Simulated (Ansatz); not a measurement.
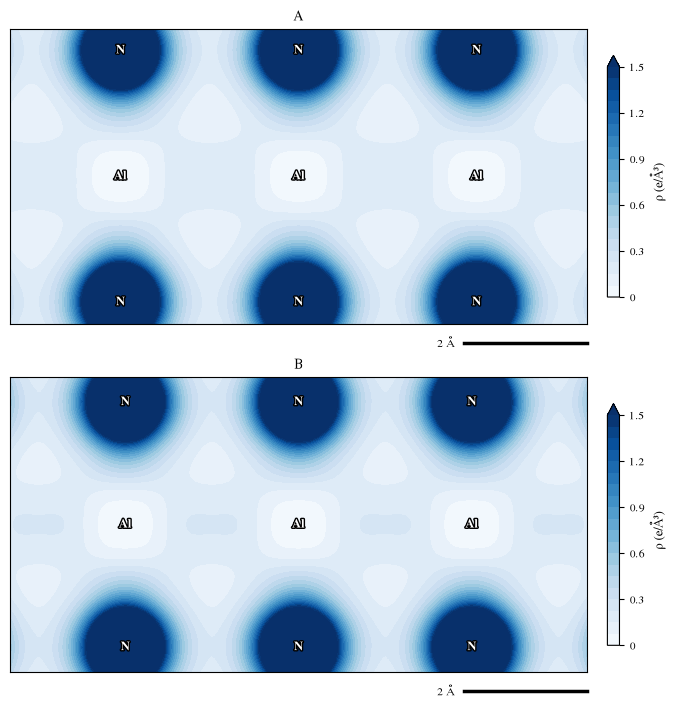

AlN. The valence electron density of two cells that differ in size, on the (011̄) plane of each (indices in the axes of the calculation cell), at one length scale and on one colour scale; one has 7.9 and the other 8.6 Å³ an atom.

Level of theory: Kohn-Sham DFT of a periodic cell, PBE0, Ansatz PAW (Ansatz).

The density is the valence pseudo-density of a PAW calculation; it isn't the true density close to the nuclei.

The larger cell:

```cif
data_structure
_symmetry_space_group_name_H-M 'P 1'
_symmetry_Int_Tables_number 1
_cell_length_a 2.8963
_cell_length_b 2.8963
_cell_length_c 2.8963
_cell_angle_alpha 60.000
_cell_angle_beta 60.000
_cell_angle_gamma 60.000
_cell_volume 17.18
loop_
_atom_site_label
_atom_site_type_symbol
_atom_site_fract_x
_atom_site_fract_y
_atom_site_fract_z
_atom_site_occupancy
Al1 Al 0.50000 0.50000 0.50000 1
N1 N 0.00000 0.00000 0.00000 1
```

The smaller cell: a = 2.819 Å, b = 2.819 Å, c = 2.819 Å, α = 60.00°, β = 60.00°, γ = 60.00°.

Q: Which is the denser cell? Describe the effect of the change.

A: Panel B is the smaller cell, by 8 % in volume. From the larger cell to the smaller, Al–N goes from 2.05 to 1.99 Å, and the density at its midpoint from 0.51 to 0.56 e/Å³; the pressure goes from −12 to 10 GPa; the Kohn–Sham gap goes from 6.4 eV to 7.2 eV.
